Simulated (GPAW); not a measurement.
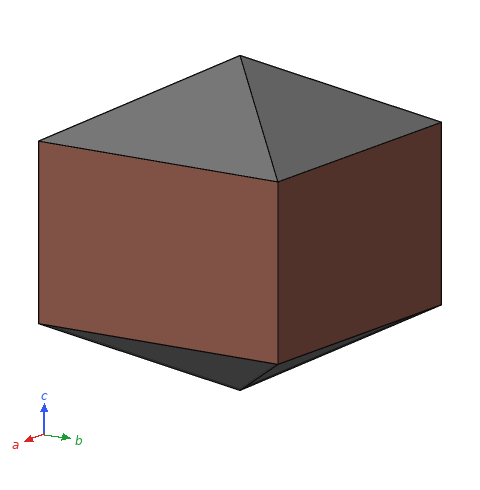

The shape was computed with the Donnay–Harker form of the Bravais–Friedel law: planes with larger spacing d grow more slowly and so show as larger faces; centring, glide planes and screw axes halve or divide d. Faces of one form share a colour. Cell of Ge: space group I4_1/amd (No. 141), a = 5.149 Å, b = 5.149 Å, c = 2.795 Å, α = 90.00°, β = 90.00°, γ = 90.00°. Origin: a cell listed in the Materials Project, as set up for an electronic-structure calculation. Forms under 0.4 % of the area are left out.

Which form is which colour?

brown: {200} (d = 2.57 Å, 53 % of the area); grey: {101} (d = 2.46 Å, 47 % of the area).
